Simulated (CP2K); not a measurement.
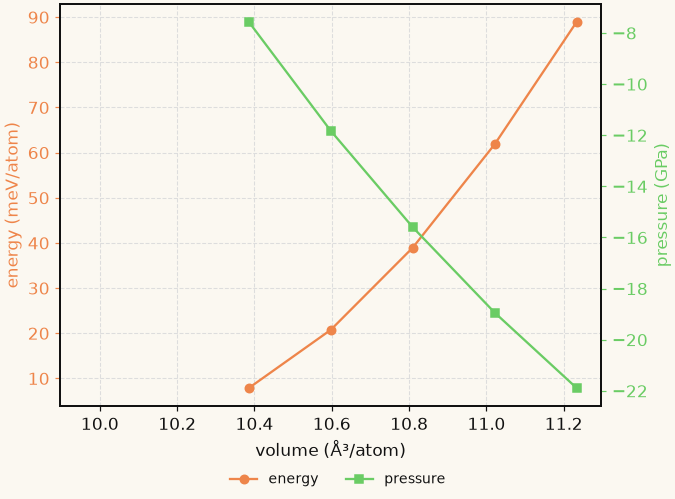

The plot gives the computed energy and pressure against volume for Ni, space group Im-3m (No. 229).

Cell as given: a = 2.397 Å, b = 2.397 Å, c = 2.397 Å, α = 109.47°, β = 109.47°, γ = 109.47°; 1 atom.

How it was computed, with CP2K 2026.2: DFT in Gaussian orbitals with a plane-wave density, collinear spins; energies at scaled volumes of the given cell, shape and fractions fixed, counted from the fit's minimum, third-order Birch-Murnaghan fit. Level: LDA, collinear spin.

- k mesh: 13×13×13
- occupations: Fermi–Dirac
- smearing width: 0.05 eV
- potentials: GTH PADE with UZH TZVP basis (short range sets on d metals)
- density cutoff: 8163 eV
- program settings: ngrids 5, basis sets Ni TZVP-MOLOPT-SR-GTH-q18, cutoff ry 600 Ry, rel cutoff ry 60 Ry

The points at volume 9.96 Å³/atom and 10.17 Å³/atom are left out of the plot. What values does the calculation give there?

| volume (Å³/atom) | energy (meV/atom) | pressure (GPa) |
| --- | --- | --- |
| 9.96 | 0.82 | 2.64 |
| 10.17 | 0.97 | −2.76 |
